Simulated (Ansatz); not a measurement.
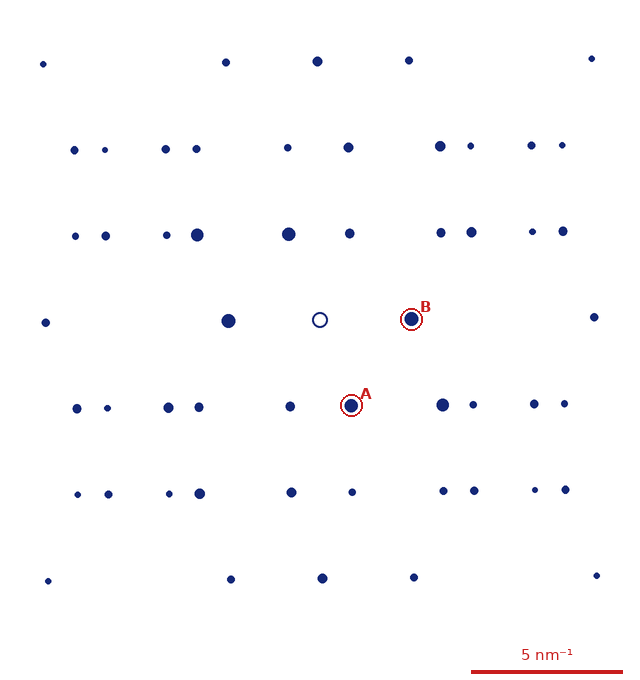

Computed electron diffraction pattern, 100 kV, single scattering only, B = 0.8 Å². Two individuals of a reflection twin are superposed (a geometric construction: whether this twin forms is not tested; the second individual is smaller and so fainter). Crystal: Cr, space group Fd-3m (No. 227), a = 5.684 Å, zone axis [110]. Structure: the input geometry of an electronic-structure calculation (not necessarily at equilibrium); the starting structure was generated, so it need not be a known form of this composition.

In the first individual spot A is -1 1 -1 and spot B is -1 1 1.

**Find the twin plane.**

(1-1-1). The spot positions of the combined pattern are mirror-symmetric about the row through 1 -1 -1 (d = 3.282 Å), which both individuals share, while a single individual has only symmetry 2mm without that mirror line. Friedel's law adds the mirror line at right angles, so a twin on (1-12) would give the same picture; the more widely spaced plane was used.

**Which other reflections coincide?**

Off the common row, 2 -2 4, 1 -1 5, 3 -3 3 and their kin fall on spots of the second individual; about 20 % of the first individual's visible spots are shared.
